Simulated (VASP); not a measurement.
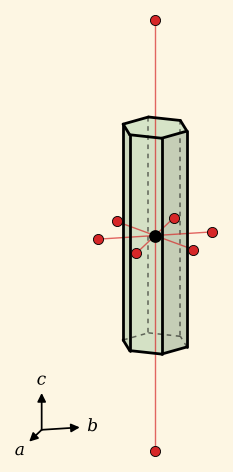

For MoSe₂, coordinates from a relaxation with VASP, VASP Kohn-Sham DFT of a periodic cell, PBE with D4, VASP PAW PBE potentials, recommended: the Wigner–Seitz cell of the crystal's lattice, with lines to the lattice points that define its faces. The drawing is computed from the coordinates (standard cell, symmetry found to 0.002 Å).

a = 3.282 Å, b = 3.282 Å, c = 12.820 Å, α = 90.00°, β = 90.00°, γ = 120.00°; lattice centring P.

Describe the polyhedron.

Answer. A hexagonal prism: 8 faces (6 with 4 edges, 2 with 6 edges), 18 edges, 12 vertices. Its volume is that of the primitive cell, 119.6 Å³.

Which lattice vectors do the faces bisect?

Answer.
```tsv
example	length (Å)	faces	edges of each	area (Å²)
a	3.28	6	4	24.3
c	12.82	2	6	9.3
```
